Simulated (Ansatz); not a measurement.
# ZnSe: 8 runs along one coordinate

System: ZnSe (I-4m2, 2 atoms in the cell).
Method: DFT LDA, scalar-relativistic, plane waves, PAW, PAW set soft_1, no spin polarisation (Ansatz 0.2.0).

The 8 runs differ only in the geometry, by a strain of the cell at fixed fractional positions. Against run 4, the strain is εxx = −0.48 η, εyy = η and εzz = −0.48 η. The structure derives from an entry of the Crystallography Open Database.

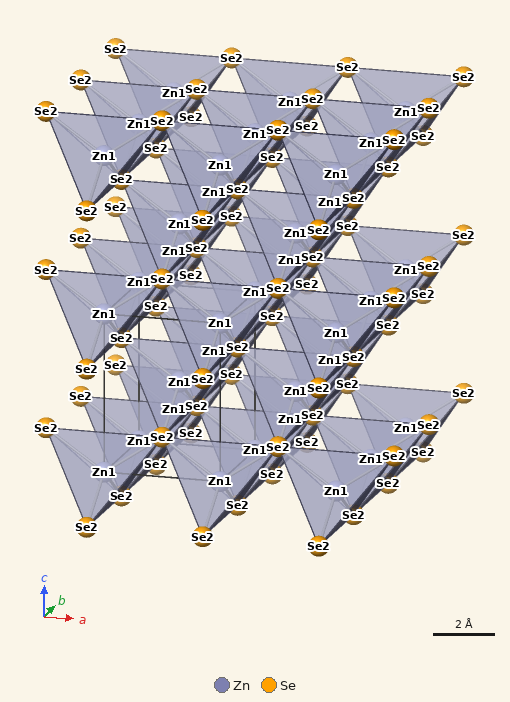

Figure 1. The structure of run 4 (polyhedral view of the cell 2 times as large as that of the calculation, set on its symmetry axes, repeated 2 × 2 × 2, seen slightly off an axis; polyhedra are completed across the faces of the cell; atoms are numbered from 1 in the order of the input).

### Input of run 4
```yaml
crystal:
  lattice:
    - [0.0, 2.7070603954, 2.8218842939]
    - [2.8218842939, 0.0, 2.8218842939]
    - [2.8218842939, 2.7070603954, 0.0]
  atoms:
    - { symbol: Zn, position: [0.0, 0.0, 0.0] }
    - { symbol: Se, position: [0.75, 0.75, 0.75] }
basis:
  ecutwfc: 520.0
kpoints:
  mp_grid: { grid: [8, 8, 8] }
hamiltonian:
  xc: lda
  pseudopotentials: { kind: paw, azcp: { folder: soft_1 } }
scf:
  occupations: { method: gaussian, width: 0.05 }
output:
  forces: true
  stress: true
  eigenvalues: true
```

Command:
```bash
ansatz run input.yaml --threads 1 --pin off --max-ram 2048MiB --backend cpu --events-out ev --progress --plain --runs-dir out
```

Lattice vectors (Å) and fractional positions of run 4:
```
   0.000000    2.707060    2.821884
   2.821884    0.000000    2.821884
   2.821884    2.707060    0.000000
Zn  0.000000  0.000000  0.000000
Se  0.750000  0.750000  0.750000
```

Run 6 differs from it as follows:
```diff
-    - [0.0, 2.7070603954, 2.8218842939]
-    - [2.8218842939, 0.0, 2.8218842939]
-    - [2.8218842939, 2.7070603954, 0.0]
+    - [0.0, 2.9367081925, 2.7070603954]
+    - [2.7070603954, 0.0, 2.7070603954]
+    - [2.7070603954, 2.9367081925, 0.0]
```

### Results, with one run withheld

```csv
run,strain parameter η (%),"free energy per atom, from the lowest run given (meV)",pressure (GPa),gap on the mesh (eV)
1,−8.4833,36.82,−0.06,0.90
2,−5.6555,20.52,−0.02,0.98
3,−2.8278,8.02,−0.01,1.06
4,0.0000,0.00,0.00,1.15
5,5.6555,0.24,0.00,1.19
6,8.4833,?,?,?
7,11.3111,26.86,0.05,1.01
8,14.1388,51.76,0.11,0.88
```

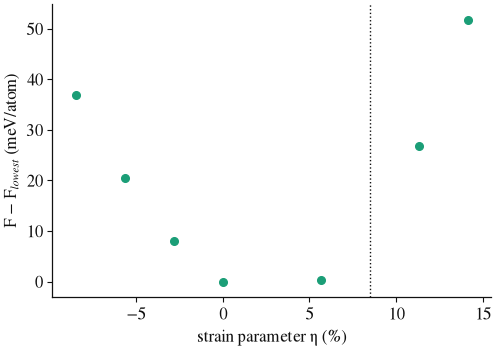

Figure 2. Free energy per atom of the runs given; the dotted line marks run 6.

Estimate the energy of run 6 from the others.

A cubic polynomial in the coordinate, fitted to the 7 runs given, misses them by at most 0.01 meV per atom. With x = η − 2.0198, it reads F = −2.5832 − 0.58213 x + 0.35578 x² + 0.0051413 x³ (meV per atom). At run 6 it gives 9.91 meV per atom, and the run itself gives 9.91. The fit has its minimum at η = 2.8239 %. The gap on the mesh lies between 0.88 eV (run 8) and 1.19 eV (run 5); run 6 has 1.11 eV. These are gaps of this functional on this mesh, which can miss the band edges; they aren't the measured gap.

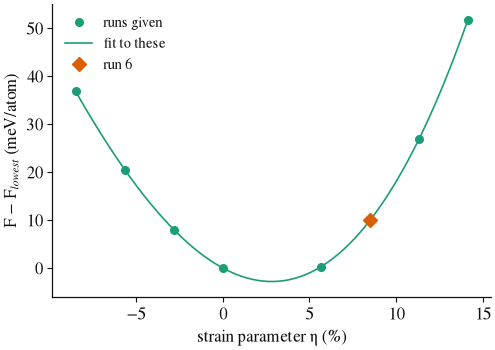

Figure 3. The fit and the withheld run.

### Output, shortened to warnings, some set-up lines, iterations and results (run 6)
```
Warning: [file] the record states the generating functional pbe (its physics header spells it `PBE`), which answers neither for hamiltonian.xc's functional nor for the lda family's — results may be inconsistent (PPs are generated against a specific XC)
Warning: [file] the record states the generating functional pbe (its physics header spells it `PBE`), which answers neither for hamiltonian.xc's functional nor for the lda family's — results may be inconsistent (PPs are generated against a specific XC)
Basis set: ecut = 520 eV, 1155 PW (Γ)
Symmetry: 8 space group operations
k-points: 59 of 512 (time reversal used)
Initial density: superposition of atomic densities (chi_scale 0.1, normalization cell, long waves kept (reshape's long-wave potential 0.00 eV rms))
[...]
SCF iter   1: F=—  HF=-8631.183601 eV  |F-HF|=—  |Δ(HF+E_count)|=         —  Δρ=6.03e-2  dr2=9.90e-1  ethr=3.10e-3  ⟨swp⟩=6.0  Hψ=5963  notcnv=0
SCF iter   2: F=—  HF=-8630.928643 eV  |F-HF|=—  |Δ(HF+E_count)|=   2.55e-1  Δρ=2.60e-2  dr2=1.80e-1  ethr=3.10e-3  ⟨swp⟩=3.0  Hψ=2446  notcnv=0
SCF iter   3: F=—  HF=-8630.844907 eV  |F-HF|=—  |Δ(HF+E_count)|=   8.37e-2  Δρ=1.18e-2  dr2=3.15e-2  ethr=6.44e-4  ⟨swp⟩=2.1  Hψ=2228  notcnv=0
SCF iter   4: F=—  HF=-8630.836994 eV  |F-HF|=—  |Δ(HF+E_count)|=   7.91e-3  Δρ=2.90e-3  dr2=1.95e-3  ethr=1.13e-4  ⟨swp⟩=2.0  Hψ=2226  notcnv=0
SCF iter   5: F=—  HF=-8630.837518 eV  |F-HF|=—  |Δ(HF+E_count)|=   5.24e-4  Δρ=9.90e-4  dr2=3.56e-4  ethr=6.97e-6  ⟨swp⟩=2.0  Hψ=1843  notcnv=0
SCF iter   6: F=—  HF=-8630.837541 eV  |F-HF|=—  |Δ(HF+E_count)|=   2.32e-5  Δρ=7.94e-5  dr2=1.48e-6  ethr=1.27e-6  ⟨swp⟩=2.0  Hψ=1887  notcnv=0
SCF iter   7: F=—  HF=-8630.837538 eV  |F-HF|=—  |Δ(HF+E_count)|=   2.72e-6  Δρ=3.42e-5  dr2=4.52e-7  ethr=5.30e-9  ⟨swp⟩=2.0  Hψ=1888  notcnv=0
SCF iter   8: F=-8630.837538 eV  HF=-8630.837538 eV  |F-HF|=3.15e-8  |Δ(HF+E_count)|=   2.90e-7  Δρ=1.26e-5  dr2=3.57e-8  ethr=3.57e-10  ⟨swp⟩=3.1  Hψ=4890  notcnv=0
SCF 1 converged in 8 iterations: F = -8630.837538 eV  dr2 = 3.57e-8
SCF converged after 8 iterations
Free energy (F): -8630.837538 eV
Harris-Foulkes:  -8630.837538 eV  (|F-HF|=3.15e-8)
Internal energy: -8630.837538 eV  (E = F + TS)
E sigma→0 (E₀):  -8630.837538 eV
Fermi energy:    7.658885 eV
--- Per-component energies (eV) ---
  E_band       = -383.705206
  E_kinetic    = 260.545898
  E_local      = -4760.274546  (includes V_loc(G=0)·N_el)
  E_nonlocal   = 472.296187
  E_hartree    = 2202.141056
  E_xc         = -163.101957
  E_vxc        = -142.971400  (∫ρ·V_xc dr)
  E_paw        = -3871.476083  (= ΣΔE_a)
  E_vpaw       = -617.590135  (= ΣTr[D̂ρ^β])
  E_aug_tail   = 0.000088  (compensation charges beyond the density's cutoff)
  E_ewald      = -2774.742685
  E_core_change = 3.774503  (= ΣΔE_core)
  E_smearing   = -0.000000  (= −TS)
  E_closure    = -0.000000  (closes the sum)
  Σ components = -8630.837538   (vs F -8630.837538, Δ=0.00e0)
--- Forces (eV/Å), atoms counted from 1 ---
  atom   1  Zn    -0.00000000     0.00000000    -0.00000000
  atom   2  Se     0.00000000     0.00000000    -0.00000000
  max |Σ_I F_I| component: 1.32e-16 eV/Å
--- Stress (GPa, compression-positive) ---
        1.237608      -0.000000       0.000000
        0.000000      -2.427528       0.000000
        0.000000       0.000000       1.237608
  P = ⅓ Tr σ = 0.0159 GPa (0.159 kbar)
```

The program warns: the PAW datasets were made with another functional.
